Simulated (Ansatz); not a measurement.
**CuI (Marshite): spin-orbit coupling beyond the local functionals**

Wanted: gaps of CuI (Marshite) with and without spin-orbit coupling, with cost.

Method: density functionals with and without spin-orbit coupling, plane waves, PAW, in Ansatz 0.2.0.

The database entry behind the starting cell differs from later determinations by our own check (about 0.15 % long (mineral sample)), so it need not match the best structure at ambient conditions.

### Step 1. The structure

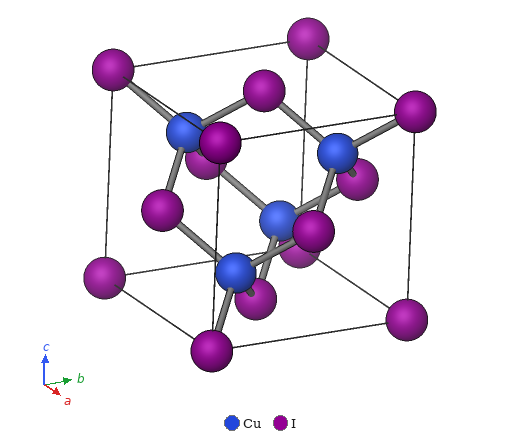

The starting structure, seen slightly off an axis (copper blue, iodine purple). This picture shows the conventional cell, with its axes. Bonds to atoms that aren't drawn are left out. Some periodic images of atoms are drawn too.

The cell and positions come from the Crystallography Open Database and are kept as given unless a step says otherwise. Spin-orbit coupling is left out unless a step names it. The default PAW set here is soft_2. Its files were made with PBE.

### Step 2. HSE06, 4×4×4 mesh

This step: DFT, HSE06, plane waves, PAW.

The input, input.yaml:

```yaml
crystal:
  lattice:
    - [0.0, 3.0315, 3.0315]
    - [3.0315, 0.0, 3.0315]
    - [3.0315, 3.0315, 0.0]
  atoms:
    - { symbol: Cu, position: [0.25, 0.25, 0.25] }
    - { symbol: I, position: [0.0, 0.0, 0.0] }
kpoints:
  mp_grid: { grid: [4, 4, 4] }
  band_path:
    path:
      - [0.0, 0.0, 0.0]
      - [-0.5, -0.5, 0.0]
      - [-0.375, -0.375, 0.25]
      - [-0.375, 0.0, 0.375]
      - [0.0, 0.0, 0.5]
      - [-0.5, -0.25, 0.25]
    npoints: 1
hamiltonian:
  xc: hse06
scf:
  occupations: { method: fixed }
  n_extra_bands: 4
output:
  eigenvalues: true
  write_density: true
  write_potential: true
  elf: true
  volumetric_format: npy
```

Started as:

```console
$ ansatz run input.yaml --threads 3 --pin off --max-ram 92160MiB --backend cuda --events-out ev --progress --plain --runs-dir out --devices 1 --max-vram 13GiB  # rebuilt from the run's record
```

Numbers of over 12 decimals in the logs are rounded to 6 here.

What it wrote:

```text
scf.n_extra_bands = 4 over 18 filled bands (N_el = 36.0): the run solves 22 bands
GPUs: using 1 of 1 available (devices: 1).
Engine: ansatz 0.2.0, x86_64-unknown-linux-gnu
Pseudopotentials: kind: paw
Pseudopotential: Cu, paw, valence charge 19, recommended cutoff 420 eV (normal), Cu.paw.azcp
Pseudopotential: I, paw, valence charge 17, recommended cutoff 420 eV (normal), I.paw.azcp
Functional definition: HSE06
  parameter a = 0.25
  parameter omega = 0.11/bohr
  exchange = pbe_x - a*pbe_x_sr(omega) + a*exact_x_sr(omega)
  correlation = pbe_c
davidson cushion auto → on  (no smearing: the cushion is to keep the highest requested band from converging to the state above it; pin scf.eigensolver.cushion to override)
device memory: the entry about to start is reckoned to put 1.0 GiB on a device that reports 58.2 GiB free (of which the cap on the GPU budget leaves the run 13.0 GiB)
GPU FFT provider: cuFFT
GPU libraries: cuBLAS 13.8.2, cuFFT 12.4.0, cuSOLVER 12.3.4
Crystal: 2 atoms, lattice volume = 55.719 Å³
Basis set: ecut = 420 eV, 1067 PW (Γ)
Bands: 22, of which v1, the nominal top of the filled ones, is band 18 counted from 1 (17 counted from 0)
Symmetry: 24 space group operations
Space group: F-43m (ITA 216), of the structure as read, at distance tolerance 3.8e-5 Å
k-points: 8 of 64 (time reversal used)
Non-local potential: Cu, projectors of the file, l = 0: 3, l = 1: 2, l = 2: 3, l = 3: 1
Non-local potential: I, projectors of the file, l = 0: 2, l = 1: 2, l = 2: 2, l = 3: 2
PAW form: soft (Blöchl's): semilocal exchange-correlation on the pseudo side does not see the compensation charge
PAW frozen core: Cu, regenerated for the run's functional, and the local potential with it (the file was generated under x = pbe(κ = 0.804, μ = 0.219515), c = pbe(β = 0.066725))
PAW frozen core: I, regenerated for the run's functional, and the local potential with it (the file was generated under x = pbe(κ = 0.804, μ = 0.219515), c = pbe(β = 0.066725))
PAW one-centre angular grid: Cu, 590 points (default); XC on 64 Gauss nodes
PAW one-centre angular grid: I, 590 points (default); XC on 96 Gauss nodes
Initial density: superposition of atomic densities (neutral atoms: chi_scale 0, normalization atom), corrected by the library's trained network
Initial wavefunctions: pseudopotential atomic-orbital guess
GPU buffer pool allocated for 27000 grid points (all kernels)
GPU transforms: local potential and band sums: pruned to the plane-wave sphere, on 30×30×30
Functional: x = pbe(κ = 0.804, μ = 0.219515), c = pbe(β = 0.066725), warm-up for x = pbe(κ = 0.804, μ = 0.219515) + 0.25 (exact − pbe) at short range (hse, ω = 0.207870 Å⁻¹), c = pbe(β = 0.066725); HSE06 as pw.x's `hse` composes it (authors' and Libxc's form: `xc: wpbeh`)
[...]
Frozen-core exchange: fock
SCF iter   1: F=—  HF=-14142.425951 eV  |F-HF|=—  |Δ(HF+E_count)|=         —  Δρ=1.22e-4  dr2=5.26e-6  ethr=1.37e-6  ⟨swp⟩=3.0  Hψ=421  notcnv=0
preconditioner: auto → none  [insulator: Δε(μ)=2.643 eV  Ē_g=10.751 eV  n_scr=14 (ndim 8)  ℏωp=21.1 eV  f_vac=0.185]
iter 2 solved again at ethr=3.53e-10 eV; its pass at ethr=1.07e-8 eV (dr2=1.27e-7 eV) is discarded
SCF iter   2: F=—  HF=-14142.425952 eV  |F-HF|=—  |Δ(HF+E_count)|=   4.11e-7  Δρ=2.25e-5  dr2=1.96e-7  ethr=3.53e-10  ⟨swp⟩=2.2  Hψ=998  notcnv=0
SCF iter   3: F=-14142.425952 eV  HF=-14142.425952 eV  |F-HF|=3.91e-8  |Δ(HF+E_count)|=   4.47e-7  Δρ=8.65e-6  dr2=5.51e-8  ethr=3.53e-10  ⟨swp⟩=4.0  Hψ=578  notcnv=0
SCF 3 converged in 3 iterations: F = -14142.425952 eV  dr2 = 5.51e-8
hybrid outer 2: dexx = +5.997e-7 eV, tail = 2.36e-7 eV, Δε = 6.57e-3 eV (about 4.97e-4 eV left of the loop's levels)
the search or the solves at the SCF's close seem to have found levels that the self-consistency loop had missed (the run counts 1). By its estimate they hold under 1e-12 electrons; where the run keeps them, the occupations were computed again with them
device memory: the entry about to start is reckoned to put 0.4 GiB on a device that reports 58.2 GiB free (of which the cap on the GPU budget leaves the run 13.0 GiB)
NSCF: frozen V_eff on 6 k-points
hybrid SCF converged: 2 outer / 10 inner (+2 warm-up), last move |dexx| = 6.00e-7 eV, tail = 2.36e-7 eV
Stability not checked: this state was not tested for a lower state beside it, because the functional holds exact exchange (a hybrid, or Hartree-Fock), whose exchange loop this test does not read (fock_operator; see scf.lower_state_search)
Free energy (F): -14142.425952 eV
Frozen-core exchange: fock
Harris-Foulkes:  -14142.425952 eV  (|F-HF|=3.91e-8)
Internal energy: -14142.425952 eV  (E = F + TS)
E sigma→0 (E₀):  -14142.425952 eV
Fermi energy:    7.177624 eV
--- Per-component energies (eV) ---
  E_band       = -960.319311
  E_kinetic    = 490.129903
  E_local      = -7649.727369  (includes V_loc(G=0)·N_el)
  E_nonlocal   = 324.533706
  E_hartree    = 3567.757287
  E_xc         = -172.865603
  E_vxc        = -192.032538  (∫ρ·V_xc dr)
  E_exx        = -159.842872  (= α·E_x^exact, valence–valence)
  E_paw        = -6387.697068  (= ΣΔE_a)
  E_vpaw       = -749.036074  (= ΣTr[D̂ρ^β])
  E_aug_tail   = 0.000302  (compensation charges beyond the density's cutoff)
  E_ewald      = -4154.131452
  E_core_change = -0.582787  (= ΣΔE_core)
  E_smearing   = -0.000000  (= −TS)
  E_closure    = -0.000000  (closes the sum)
  Σ components = -14142.425952   (vs F -14142.425952, Δ=-1.82e-12)
--- Band table (eV; the first three rows and the last of 8) ---
  k-point 0: bands = [... 14 lower, 4.6855, 7.1776, 7.1776, 7.1776, 9.8215, 13.5197, 13.5197, 13.5197]
  k-point 1: bands = [... 14 lower, 4.6763, 5.5166, 6.7440, 6.7440, 10.9582, 14.0963, 14.0963, 14.1130]
  k-point 2: bands = [... 14 lower, 4.7087, 4.7615, 6.3447, 6.3447, 10.8067, 14.0233, 14.0233, 15.9914]
  k-point 7: bands = [... 14 lower, 4.7879, 4.7976, 4.9280, 5.4849, 13.0860, 13.3460, 14.7339, 14.9194]
```

It took 7.3 s on 1 × NVIDIA H100 80GB HBM3 (shared by 6 runs) with 3 threads of AMD EPYC 7R13 (Zen 3), shared host; peak memory 1.1 GiB.

The column dr2 measures how far the density is from self-consistency, as an energy; F and HF (Harris–Foulkes) agree once it is small.

This step gave:

| Quantity | Value |
| --- | --- |
| gap | 2.644 eV |
| valence top at | Γ |
| conduction bottom at | Γ |
| least direct gap | 2.644 eV |
| exact-exchange fraction | 0.25 |

The gap is direct, at Γ.

### Step 3. HSE06+SOC, 4×4×4 mesh

The many-body steps leave out spin-orbit coupling, so its effect is taken from a two-component run, with twice the bands.

This step: DFT, HSE06 with spin-orbit coupling, plane waves, PAW.

input.yaml: that of step 2 with these lines changed.

```diff
@@ -23,8 +23,7 @@
   occupations: { method: fixed }
-  n_extra_bands: 4
+  n_extra_bands: 8
+magnetization:
+  noncollinear: true
+  spin_orbit: true
 output:
   eigenvalues: true
-  write_density: true
-  write_potential: true
-  elf: true
-  volumetric_format: npy
```

What it wrote:

```text
[...]
GPUs: using 1 of 1 available (devices: 1).
[...]
non-collinear run that drives no moment, with spin-orbit: no starting moment large enough to seed its density (crystal.atoms[].spin), no starting occupations that ask for one, no magnetisation constraint and no magnetic field, so the semilocal B_xc is pinned to zero
[...]
GPU FFT provider: cuFFT
GPU libraries: cuBLAS 13.8.2, cuFFT 12.4.0, cuSOLVER 12.3.4
Crystal: 2 atoms, lattice volume = 55.719 Å³
Basis set: ecut = 420 eV, 1067 PW (Γ)
Bands: 44, of which v1, the nominal top of the filled ones, is band 36 counted from 1 (35 counted from 0)
Symmetry: 24 space group operations + 24 with time reversal
[...]
k-points: 8 of 64 (time reversal used)
Projection manifold: j_resolved (fully-relativistic pseudo-atomic orbitals)
[...]
GPU buffer pool allocated for 27000 grid points (all kernels)
[...]
SCF iter   1: F=—  HF=-14142.638999 eV  |F-HF|=—  |Δ(HF+E_count)|=         —  Δρ=7.81e-2  dr2=3.49e0  dr2_m=0.00e0 (ungated)  ethr=1.00e-1  |M|=0.00e0 ∫|m|=0.00e0 μB  |m|>n=0.0e0 m-floor=0.0e0 τ_xc=0.0e0  β_m=0.30  ⟨swp⟩=6.1  Hψ=1251  notcnv=0
[...]
SCF iter   7: F=-14141.730566 eV  HF=-14141.730570 eV  |F-HF|=4.02e-6  |Δ(HF+E_count)|=   2.71e-5  Δρ=1.11e-4  dr2=5.96e-6  dr2_m=0.00e0 (ungated)  ethr=4.10e-7  |M|=0.00e0 ∫|m|=0.00e0 μB  |m|>n=0.0e0 m-floor=0.0e0 τ_xc=0.0e0  ⟨swp⟩=2.5  Hψ=785  notcnv=0
SCF 1 stopped early in 7 iterations: F = -14141.730566 eV  dr2 = 5.96e-6
[...]
GPU FFT provider: cuFFT
GPU libraries: cuBLAS 13.8.2, cuFFT 12.4.0, cuSOLVER 12.3.4
Projection manifold: j_resolved (fully-relativistic pseudo-atomic orbitals)
[...]
GPU buffer pool allocated for 27000 grid points (all kernels)
[...]
Frozen-core exchange: fock
SCF iter   1: F=—  HF=-14140.174944 eV  |F-HF|=—  |Δ(HF+E_count)|=         —  Δρ=3.20e-2  dr2=3.87e-1  dr2_m=0.00e0 (ungated)  ethr=1.66e-7  |M|=0.00e0 ∫|m|=0.00e0 μB  |m|>n=0.0e0 m-floor=0.0e0 τ_xc=0.0e0  β_m=0.30  ⟨swp⟩=7.6  Hψ=2036  notcnv=0
[...]
SCF iter   6: F=-14140.107274 eV  HF=-14140.107275 eV  |F-HF|=5.11e-7  |Δ(HF+E_count)|=   1.32e-5  Δρ=4.91e-5  dr2=7.47e-6  dr2_m=0.00e0 (ungated)  ethr=1.11e-7  |M|=0.00e0 ∫|m|=0.00e0 μB  |m|>n=0.0e0 m-floor=0.0e0 τ_xc=0.0e0  ⟨swp⟩=3.2  Hψ=941  notcnv=0
SCF 2 stopped early in 6 iterations: F = -14140.107274 eV  dr2 = 7.47e-6
[...]
hybrid outer 1: dexx = +1.560e-2 eV, tail = 1.01e-4 eV
GPU FFT provider: cuFFT
GPU libraries: cuBLAS 13.8.2, cuFFT 12.4.0, cuSOLVER 12.3.4
Projection manifold: j_resolved (fully-relativistic pseudo-atomic orbitals)
GPU buffer pool allocated for 27000 grid points (all kernels)
[...]
Frozen-core exchange: fock
SCF iter   1: F=—  HF=-14140.107138 eV  |F-HF|=—  |Δ(HF+E_count)|=         —  Δρ=6.60e-5  dr2=1.25e-6  dr2_m=0.00e0 (ungated)  ethr=1.41e-6  |M|=0.00e0 ∫|m|=0.00e0 μB  |m|>n=0.0e0 m-floor=0.0e0 τ_xc=0.0e0  β_m=0.30  ⟨swp⟩=3.2  Hψ=839  notcnv=0
[...]
SCF iter   4: F=-14140.107139 eV  HF=-14140.107139 eV  |F-HF|=5.73e-9  |Δ(HF+E_count)|=   1.19e-7  Δρ=9.50e-6  dr2=5.46e-8  dr2_m=0.00e0 (ungated)  ethr=3.29e-10  |M|=0.00e0 ∫|m|=0.00e0 μB  |m|>n=0.0e0 m-floor=0.0e0 τ_xc=0.0e0  ⟨swp⟩=4.0  Hψ=1154  notcnv=0
SCF 3 converged in 4 iterations: F = -14140.107139 eV  dr2 = 5.46e-8
[...]
NSCF: frozen V_eff on 6 k-points
[...]
Magnetization: |M| = 0.0000 μB,  M = (+0.0000, +0.0000, +0.0000) μB
Absolute magnetization: 0.0000 μB (∫|m|)
  site 0: m = (+0.0000, +0.0000, +0.0000) μB, |m| = 0.0000 μB  (R = 1.08 Å)
  site 1: m = (+0.0000, +0.0000, +0.0000) μB, |m| = 0.0000 μB  (R = 1.08 Å)
Free energy (F): -14140.107139 eV
Frozen-core exchange: fock
[...]
Internal energy: -14140.107139 eV  (E = F + TS)
E sigma→0 (E₀):  -14140.107139 eV
Fermi energy:    7.404068 eV
[...]
--- Band table (eV; the first three rows and the last of 8) ---
  k-point 0: bands = [... 32 lower, 7.4041, 7.4041, 7.4041, 7.4041, 9.8229, 9.8229, 13.4683, 13.4683, ... 4 higher]
  k-point 1: bands = [... 32 lower, 6.5896, 6.5896, 6.9017, 6.9584, 10.9611, 10.9611, 14.0295, 14.0295, ... 4 higher]
  k-point 2: bands = [... 32 lower, 6.2184, 6.2184, 6.4957, 6.4957, 10.8085, 10.8085, 14.0096, 14.0096, ... 4 higher]
  k-point 7: bands = [... 32 lower, 4.9685, 4.9811, 5.4821, 5.5346, 12.9345, 13.0789, 13.3113, 13.5065, ... 4 higher]
```

Run time: 25 s. Hardware: 1 × NVIDIA H100 80GB HBM3 (shared by 6 runs) with 3 threads; peak memory 1.4 GiB.

This step gave:

- gap: 2.419 eV
- valence top at: Γ
- conduction bottom at: Γ
- least direct gap: 2.419 eV
- exact-exchange fraction: 0.25

The gap stands −0.23 eV against HSE06.

### Step 4. Together

Times are wall times on 1 × NVIDIA H100 80GB HBM3 (shared by 6 runs) with 3 threads of AMD EPYC 7R13 (Zen 3), shared host, good to a factor of about two.

```
level  gap (eV)  with coupling (eV)  change (eV)   time  with coupling
HSE06      2.64                2.42        −0.23  7.3 s           25 s
```

### Step 5. Summary of results

| Property | Result |
| --- | --- |
| HSE06 | 2.64 eV |
| HSE06+SOC | 2.42 eV |

Spin-orbit coupling changes the gap by −0.23 eV and the least direct gap by −0.23 eV. The runs have no spin polarisation. For a closed low-spin shell that is the natural state; where a d or f shell is open it is a constraint, and the gap is then not the crystal's own.

[Paths, hosts, dates, memory and timing lines, banners, echoed tables and standing remarks are left out of the program output.]

[Logs are printed without paths, hosts, clocks, repeated set-up lines and the standing remarks that a program may print on its own settings, such as how far it seeks lower states.]

[Runs of the session that timed out or met a known fault of the program may be left out.]

[Cells called generated may have been cut or substituted from an entry of the Crystallography Open Database or the Materials Project.]

[Hosts, paths, dates, database ids (printed as entryN), source tags and the programs' standing remarks are cut or masked in the printed files.]
